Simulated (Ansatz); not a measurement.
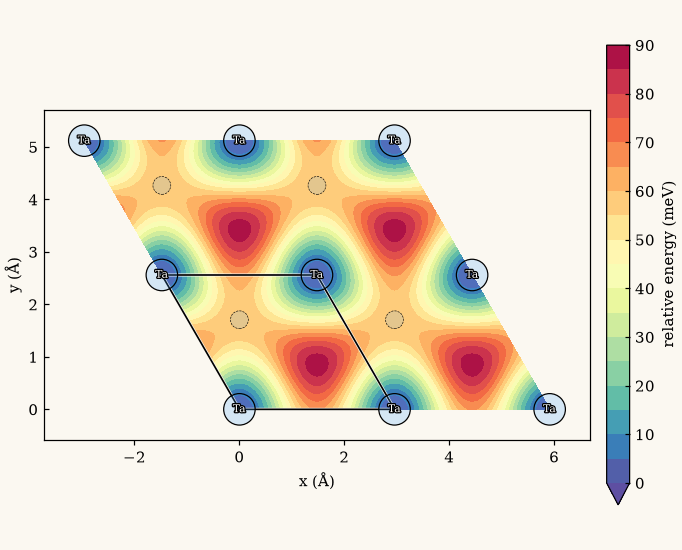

N on a Ta(111) slab cut from the Fm-3m phase, its upper half relaxed before the scan (12 atoms of substrate and one adsorbate in a 2 × 2 cell). N is moved over the surface cell at a fixed height above a rigid substrate; the origin of the map has the adsorbate above Ta9; the height is held at 3.30 Å. Places are given modulo a cell vector. The map is drawn in real space over the plane of the surface. The scan uses a 6 × 6 grid; 10 points were computed and 26 follow by symmetry. Places are given in fractions of the 1 × 1 surface cell. Energies are in meV, from the lowest grid point. The runs have no spin polarisation, so an open-shell adsorbate far from the surface lies too high. At a fixed height the lowest place need not be the adsorption site. Theory: Ansatz 0.2.0, DFT PBE+D3(BJ), scalar-relativistic, plane waves, PAW. Settings: cutoff 420 eV, k-mesh 6×6×1, gaussian smearing 0.1 eV, no spin polarisation.

Drawn: filled contours, labelled circles for the atoms of the top layer and small ones for the second layer, the outline of one cell of the 2 × 2 shown. Between grid points the surface is interpolated.

The lowest grid point is at the top site over a surface Ta atom, (0/6, 0/6) of the cell vectors. The highest grid point, a threefold hollow over a third-layer Ta atom, (4/6, 2/6) of the cell vectors, lies 88 meV above the lowest. On the interpolated surface the easiest way out of the lowest well to its copy in the next cell or period passes a barrier of about 59 meV. At the lowest point the adsorbate has 1 Ta at 3.30 Å as nearest neighbours, at the highest 3 Ta at 3.72 Å.

The scan is repeated with another setting: the height is held at 2.50 Å; all else is set up alike.

How does the landscape change?

Answer. The lowest place stays at the top site over a surface Ta atom, (0/6, 0/6) of the cell vectors. The highest place moves from a threefold hollow over a third-layer Ta atom, (4/6, 2/6) of the cell vectors to a threefold hollow over a second-layer Ta atom, (2/6, 4/6) of the cell vectors. The span from the lowest to the highest grid point grows from 88 to 406 meV. The easiest pass out of the lowest well goes from about 59 to about 330 meV on the interpolated surfaces. In the new map: at the lowest point the adsorbate has 1 Ta at 2.50 Å as nearest neighbours, at the highest 3 Ta at 3.03 Å.

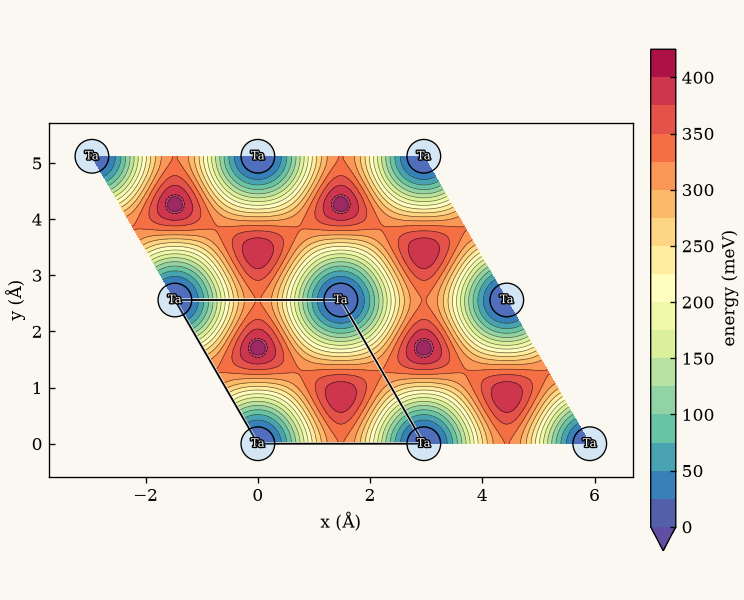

The map after the change, on a colour scale of its own. The picture shows filled contours, labelled circles for the atoms of the top layer and small ones for the second layer, the outline of one cell of the 2 × 2 shown. Between grid points the surface is interpolated.

PAW datasets: the set soft_1.
